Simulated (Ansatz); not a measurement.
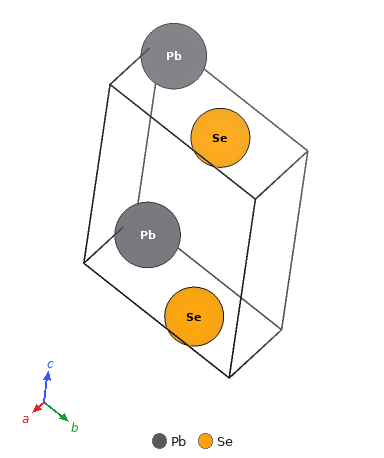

This spheres-only model is shown slightly off an axis. The lines enclose the simulation cell; boundary atoms appear with their images.

```
CELL_PARAMETERS angstrom
-2.19844 2.19844 3.10908
2.19844 -2.19844 3.10908
2.19844 2.19844 -3.10908
ATOMIC_POSITIONS crystal
Pb 0.12222 0.12222 0.00000
Se 0.62344 0.62344 0.00000
```

The numbers come from DFT PBE, scalar-relativistic, plane waves, PAW (Ansatz 0.2.0), using a 420 eV plane-wave basis, Brillouin-zone sampling on a 12×12×12 mesh, Gaussian smearing of 0.02 eV, no spin polarisation.

How are the electrons shared out in a Bader analysis?

Answer. Pb +0.89 e; Se -0.89 e. The transfer is large, as in an ionic solid.

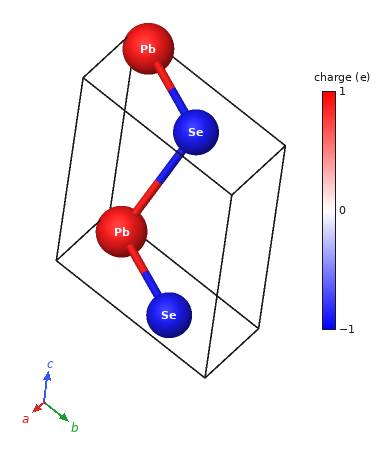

The atoms coloured by those charges.

Origin of the cell: a structure type filled with these elements by a generator (whether the compound takes this form wasn't checked). Earlier steps of the study may have refined or changed the cell and positions. An electronic-structure calculation with Ansatz was run on it.
